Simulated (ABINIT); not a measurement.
Geometry relaxation of Ga

System: Ga (P2₁/m, 2 atoms in the cell).
Method: Kohn-Sham DFT of a periodic cell, PBE with D4, JTH PAW PBE v2.0, no spin polarisation (ABINIT 10.8.3).

The structure derives from a Materials Project entry. The input holds or restrains some coordinates.

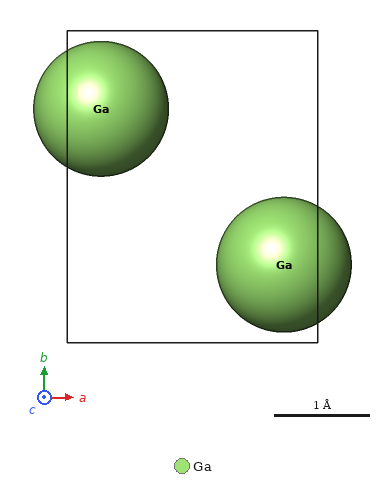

Figure 1. The starting structure (spheres-only view of the cell of the calculation, along the c axis). An atom can appear more than once, as a periodic image.

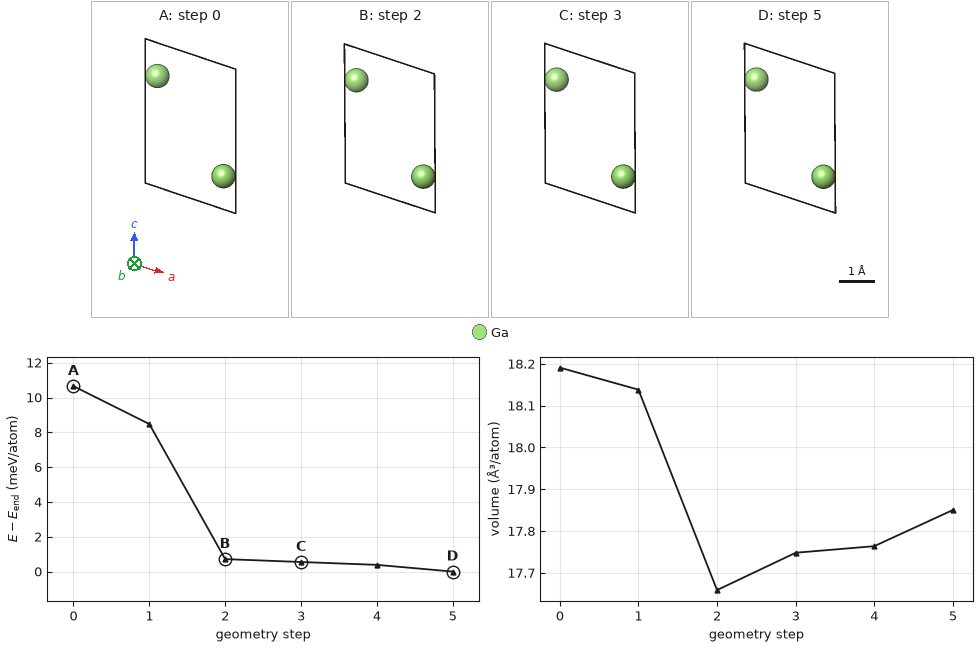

Figure 2. Frames of the restrained relaxation (ball-and-stick view of the cell of the calculation, along the b axis) above the curves, on which the letters mark them (steps are counted from 0).

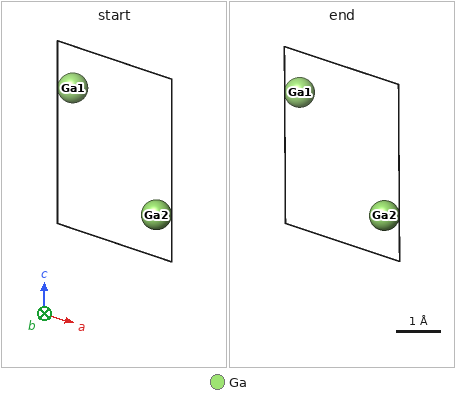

Figure 3. Before (left) and after (right) the restrained relaxation, at one scale (ball-and-stick view of the cell of the calculation, along the b axis). The largest moves relative to the cell, 0.010 Å, are those of Ga1 and Ga2. Cell: a 2.778 → 2.771 Å (−0.3 %), b 3.282 → 3.336 Å (+1.7 %), c 4.210 → 4.077 Å (−3.2 %), β 108.6° → 108.7°. Volume −1.9 %. Among the contacts that change: Ga1–Ga2 2.710 → 2.663 Å, Ga1–Ga1 2.778 → 2.771 Å. The space group stays P2_1/m (No. 11). After 5 geometry steps the energy has fallen by 10.7 meV per atom. The largest force component goes from 0.074 to 0.029 eV/Å. (Atoms are counted from 1 in the order of the input.)

The input that produced these results follows, with the program's output.

Input:
```python
import json, os
import numpy as np
from ase.constraints import FixSymmetry
from ase.optimize import BFGS
from ase.filters import FrechetCellFilter
from ase.units import GPa
from ase.calculators.mixing import SumCalculator
from dftd4.ase import DFTD4
from ase.calculators.abinit import Abinit, AbinitProfile
from ase import Atoms

atoms = Atoms(['Ga', 'Ga'],
              cell=[[2.7784220849, 0.0, 0.0], [0.0, 3.28160879, 0.0], [-1.3434310986, 0.0, 3.9902731763]],
              scaled_positions=[[0.13459627, 0.75, 0.77016683], [0.86540373, 0.25, 0.22983317]],
              pbc=True)

profile = AbinitProfile(command='abinit', pp_paths=[os.path.abspath('pseudos')])
params = dict(
    pps='pawxml', xc='PBE',
    chksymtnons=0,
    tolsym=1e-05,
    ecut=462.5936,
    pawecutdg=925.1871,
    pawxcdev=0,
    kptopt=1,
    ngkpt=[6, 5, 5],
    nshiftk=1,
    shiftk=[0.0, 0.0, 0.0],
    ixc=11,
    nband=17,
    occopt=3,
    tsmear=0.05,
    nstep=100,
    tolvrs=1e-09,
    prtwf=0,
    prtden=0,
    ecutsm=0.5,
)

atoms.calc = SumCalculator([Abinit(profile=profile, directory='run', **params), DFTD4(method='pbe')])
atoms.set_constraint(FixSymmetry(atoms, symprec=1e-4))
opt = BFGS(FrechetCellFilter(atoms), trajectory='opt.traj')
converged = opt.run(fmax=0.03, steps=30)
print('converged', converged)
print('cell (A)', np.round(atoms.cell[:], 5).tolist())
energy = atoms.get_potential_energy()
forces = atoms.get_forces()
stress = atoms.get_stress()
print(f'energy {energy:.6f} eV')
print('forces (eV/A)')
print(np.round(forces, 5))
print('stress (GPa, Voigt, tension positive)', np.round(stress / GPa, 4))
json.dump(dict(energy=energy, forces=forces.tolist(), stress=stress.tolist(), cell=atoms.cell.tolist(), frac=atoms.get_scaled_positions(wrap=False).tolist()), open('results.json', 'w'))
```

File abinit.in:
```
chksymtnons 0
ecut 462.5936 eV
ecutsm 0.5
ixc 11
kptopt 1
natom 2
nband 17
ngkpt
6 5 5
nshiftk 1
nsppol 1
nstep 100
occopt 3
pawecutdg 925.1871 eV
pawxcdev 0
prtden 0
prtwf 0
shiftk
0.0 0.0 0.0
tolsym 1e-05
tolvrs 1e-09
tsmear 0.05 eV
#Definition of the unit cell
acell
1.00000000000000 1.00000000000000 1.00000000000000 Angstrom
rprim
2.77138686518704 0.00000000000000 0.01076470329486
0.00000000000000 3.33618141221136 -0.00000000000000
-1.32457420293982 -0.00000000000000 3.85615231291008
chkprim 0 # Allow non-primitive cells
#Definition of the atom types
ntypat 1
znucl 31
#Enumerate different atomic species
typat
 1 1
pseudos "./pseudos/Ga.GGA_PBE-JTH.xml"
#Definition of the atoms
xcart
-1.23874566970362 4.72835188139050 5.60426853470460
3.97282535674386 1.57611729379683 1.70314557726127
chkexit 1 # abinit.exit file in the running directory terminates after the current SCF
```

Run as:
```bash
python run.py
```

The program's output:
```
Step          Energy          fmax
BFGS:    0    -4304.538155        0.498087
BFGS:    1    -4304.542506        0.451341
BFGS:    2    -4304.558027        0.115018
BFGS:    3    -4304.558360        0.079259
BFGS:    4    -4304.558688        0.066861
BFGS:    5    -4304.559458        0.029666
converged True
cell (A) [[2.77139, 0.0, 0.01076], [0.0, 3.33618, -0.0], [-1.32457, -0.0, 3.85615]]
energy -4304.559458 eV
forces (eV/A)
[[-0.02869  0.      -0.00783]
 [ 0.02869 -0.       0.00783]]
stress (GPa, Voigt, tension positive) [-0.0678  0.1228  0.0509  0.      0.0791  0.    ]
```

Trajectory as extended XYZ (Å, eV, eV/Å), 6 frames, from step=0 to step=5:
```
2
Lattice="2.7784 0.0000 0.0000 0.0000 3.2816 0.0000 -1.3434 0.0000 3.9903" Properties=species:S:1:pos:R:3:forces:R:3 step=0 energy=-4304.53816
Ga   -0.6607    2.4612    3.0732   -0.0239   0.0000  -0.0744
Ga    2.0957    0.8204    0.9171    0.0239   0.0000   0.0744
2
Lattice="2.7772 0.0000 0.0012 0.0000 3.2851 0.0000 -1.3412 0.0000 3.9756" Properties=species:S:1:pos:R:3:forces:R:3 step=1 energy=-4304.54251
Ga   -0.6595    2.4638    3.0610   -0.0250   0.0000  -0.0627
Ga    2.0955    0.8213    0.9158    0.0250   0.0000   0.0627
2
Lattice="2.7678 0.0000 0.0120 0.0000 3.3205 0.0000 -1.3210 0.0000 3.8372" Properties=species:S:1:pos:R:3:forces:R:3 step=2 energy=-4304.55803
Ga   -0.6491    2.4903    2.9467   -0.0302   0.0000   0.0505
Ga    2.0958    0.8301    0.9025    0.0302   0.0000  -0.0505
2
Lattice="2.7694 0.0000 0.0104 0.0000 3.3173 0.0000 -1.3241 0.0000 3.8589" Properties=species:S:1:pos:R:3:forces:R:3 step=3 energy=-4304.55836
Ga   -0.6510    2.4880    2.9650   -0.0298   0.0000   0.0258
Ga    2.0963    0.8293    0.9043    0.0298   0.0000  -0.0258
2
Lattice="2.7696 0.0000 0.0104 0.0000 3.3196 0.0000 -1.3242 0.0000 3.8592" Properties=species:S:1:pos:R:3:forces:R:3 step=4 energy=-4304.55869
Ga   -0.6516    2.4897    2.9657   -0.0296   0.0000   0.0205
Ga    2.0970    0.8299    0.9040    0.0296   0.0000  -0.0205
2
Lattice="2.7714 0.0000 0.0108 0.0000 3.3362 0.0000 -1.3246 0.0000 3.8562" Properties=species:S:1:pos:R:3:forces:R:3 step=5 energy=-4304.55946
Ga   -0.6555    2.5021    2.9657   -0.0287   0.0000  -0.0078
Ga    2.1023    0.8340    0.9013    0.0287   0.0000   0.0078
```

Summary:

```json
{"quantity": "outcome", "value": "converged under the restraints of the input"}
{"quantity": "space group (tolerance 0.01 Å)", "value": "P2₁/m (11)"}
{"quantity": "electrons treated", "value": "26"}
{"quantity": "free energy", "value": "−4304.5594 eV"}
{"quantity": "dispersion energy", "value": "−1.0102 eV"}
{"quantity": "gap on the k-point mesh", "value": "none (metallic)"}
{"quantity": "pressure", "value": "−0.04 GPa"}
{"quantity": "final volume", "value": "35.70 Å³"}
{"quantity": "largest force (length of the vector) at the end, held atoms and coordinates included", "value": "0.030 eV/Å"}
{"quantity": "final cell", "value": "a = 2.771 Å, b = 3.336 Å, c = 4.077 Å, α = 90.00°, β = 108.73°, γ = 90.00°"}
{"quantity": "hardware", "value": "1 thread of Arm Neoverse V1, 24 GiB of memory available, shared host"}
{"quantity": "wall time", "value": "1.8 min"}
{"quantity": "peak memory", "value": "0.1 GiB"}
```
